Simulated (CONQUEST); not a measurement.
## Energy of Cu along an even scaling of the cell

System: Cu (Fm-3m, 2 atoms in the cell).
Method: Kohn-Sham DFT of a periodic cell, PBEsol, PseudoDojo NC PBEsol, no spin polarisation (CONQUEST 1.3).

The 7 runs differ only in the geometry, by an even scaling of the cell at fixed fractional positions. The structure derives from an entry of the Crystallography Open Database.

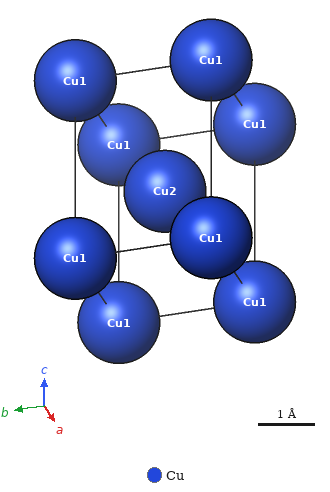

Figure 1. The structure of run 4 (spheres-only view of the cell of the calculation, seen at an oblique angle; atoms are numbered from 1 in the order of the input).

## Input of run 4
```
IO.Title Cu
IO.Coordinates coords.dat
IO.FractionalAtomicCoords T
IO.Iprint 2
IO.Iprint_init 1
General.NumberOfSpecies 1
General.PseudopotentialType hamann
AtomMove.TypeOfRun static
AtomMove.FullStress T
Grid.PointsAlongX 32
Grid.PointsAlongY 32
Grid.PointsAlongZ 40
DM.SolutionMethod diagon
Diag.MPMesh T
Diag.GammaCentred T
Diag.MPMeshX 8
Diag.MPMeshY 8
Diag.MPMeshZ 5
Diag.kT 0.00183747
minE.SCTolerance 1e-6
SC.MaxIters 100
IO.AtomChargeOutput T
%block ChemicalSpeciesLabel
1 63.550 Cu
%endblock
```

Command:
```bash
Conquest
```

Lattice vectors (Å) and fractional positions of run 4:
```
   2.556191    0.000000    0.000000
   0.000000    2.556191    0.000000
   0.000000    0.000000    3.615000
Cu  0.000000  0.000000  0.000000
Cu  0.500000  0.500000  0.500000
```

Run 2 has the same physical settings and fractional positions; its lattice vectors (Å) are:
```
   2.521644    0.000000    0.000000
   0.000000    2.521644    0.000000
   0.000000    0.000000    3.566143
```

## Results, with one run withheld

| run | volume per atom (Å³) | free energy per atom, from the lowest run given (meV) | pressure (GPa) |
| --- | --- | --- | --- |
| 1 | 11.102 | 0.00 | 3.51 |
| 2 | 11.338 | ? | ? |
| 3 | 11.574 | 1.87 | −4.38 |
| 4 | 11.810 | 9.36 | −6.14 |
| 5 | 12.047 | 20.04 | −8.54 |
| 6 | 12.283 | 34.04 | −10.32 |
| 7 | 12.519 | 51.57 | −13.22 |

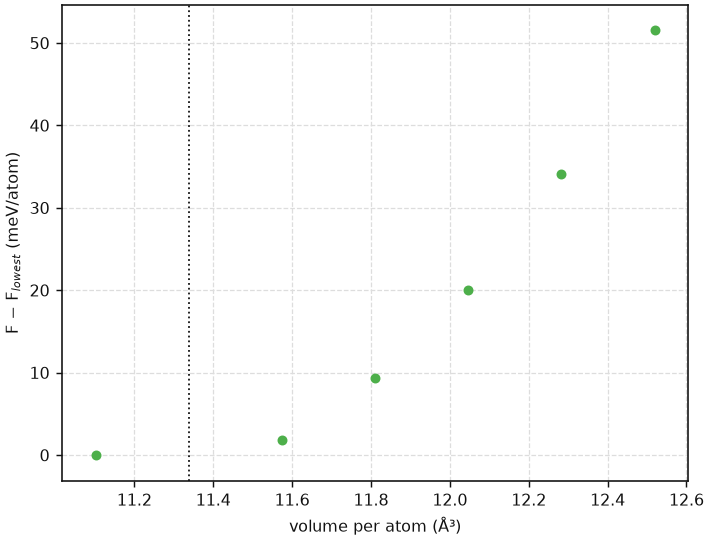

Figure 2. Free energy per atom of the runs given; the dotted line marks run 2.

Fit the runs given and predict run 2.

A cubic polynomial in V^(−2/3) (the Birch–Murnaghan form), fitted to the 6 runs given, misses them by at most 0.20 meV per atom. With x = V^(−2/3) − 0.19214 Å⁻², it reads F = 11.712 − 3923.9 x + 3.0164e+05 x² − 8.202e+05 x³ (meV per atom). At run 2 it gives −1.15 meV per atom, and the run itself gives −2.30. The slope of the fit gives a pressure −dF/dV of −0.73 GPa there, and the run prints −0.80 GPa. The two needn't agree exactly: the fit is approximate, and the printed stress is taken on a finite basis. The fit has its minimum at 11.279 Å³ per atom, where V d²F/dV² gives 142 GPa: the bulk modulus at this level, since symmetry fixes the shape and the positions. So low a polynomial doesn't follow these energies more closely.

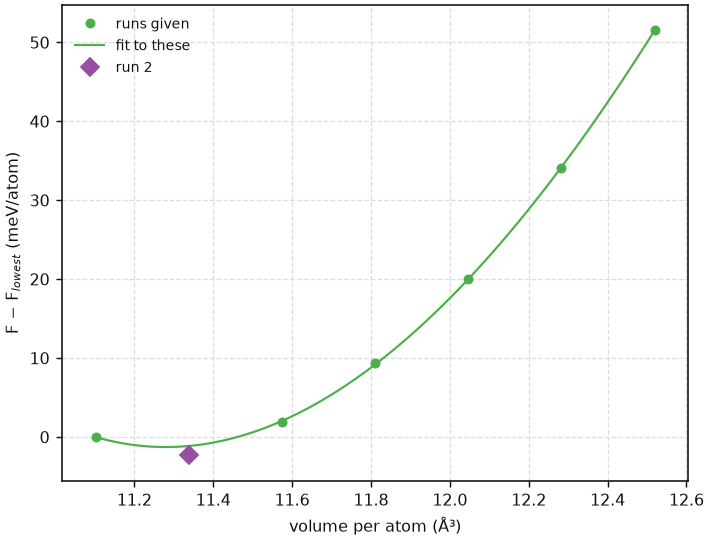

Figure 3. The fit and the withheld run.

## Some lines of the output (run 2)
```
[...]
          DFT Total Energy                 :      -378.866710894886296 Ha
          Free Energy (E-TS)               :      -378.893255888226349 Ha
          DFT Total Energy                 :      -378.892683685150701 Ha
          Free Energy (E-TS)               :      -378.893135773473603 Ha
          DFT Total Energy                 :      -378.892776122596331 Ha
          Free Energy (E-TS)               :      -378.893104546674863 Ha
          DFT Total Energy                 :      -378.892832118223680 Ha
          Free Energy (E-TS)               :      -378.893104642791059 Ha
          DFT Total Energy                 :      -378.892832049439221 Ha
          Free Energy (E-TS)               :      -378.893104580781767 Ha
          DFT Total Energy                 :      -378.892832187382055 Ha
      | Free Energy as E-TS      =      -378.893104580781767 Ha
      |* DFT total energy        =      -378.892832187382055 Ha
    force: Average pressure:     -0.79560050 GPa
```

Notes: With a small basis of atomic orbitals these values can differ much from converged plane-wave results.
